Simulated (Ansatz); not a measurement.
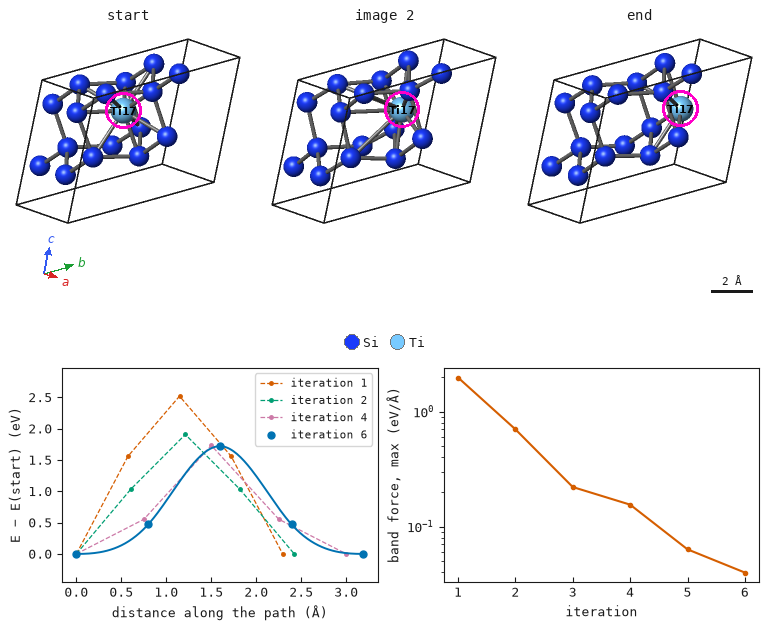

NEB run on Si with an interstitial Ti (17 atoms in the cell). Images are numbered from 0 (start) to 4 (end). The plot follows the band through its iterations. A ball-and-stick model of the reduced simulation cell (origin moved), seen slightly off an axis. The moving atom is ringed, with any periodic copies. Lengths and directions refer to the drawn axes. Bonds to atoms that aren't drawn are left out.

Method: DFT PBE, scalar-relativistic, plane waves, PAW in Ansatz. Settings: plane-wave cutoff 420 eV; k-point mesh 2 × 2 × 2; Fermi-Dirac smearing 0.05 eV; 3 movable images; climbing image; force threshold 0.05 eV/Å; iteration limit 10.

Q: Did the band converge, and can the barrier be trusted?

A: The run is converged, with reservations. The band converged in 6 iterations. The largest component of the band force went from 2 to 0.04 eV/Å. The climbing image converged on the top of the path. Its curvatures weren't checked. The iteration limit was low. The first iteration put the highest image at 2.52 eV. The barrier is about 1.72 eV in both directions, with image 2 at the top; the ends have the same energy.

Limits of the set-up: the k-point mesh is coarse for a cell with partly filled bands; the periodic images lie only 7.7 Å apart, so the values are limited by the cell's size.

The run took 2.8 min on 1 thread of Arm Neoverse V1 (shared host), peak memory 0.76 GiB.

PAW datasets: the set soft_1.
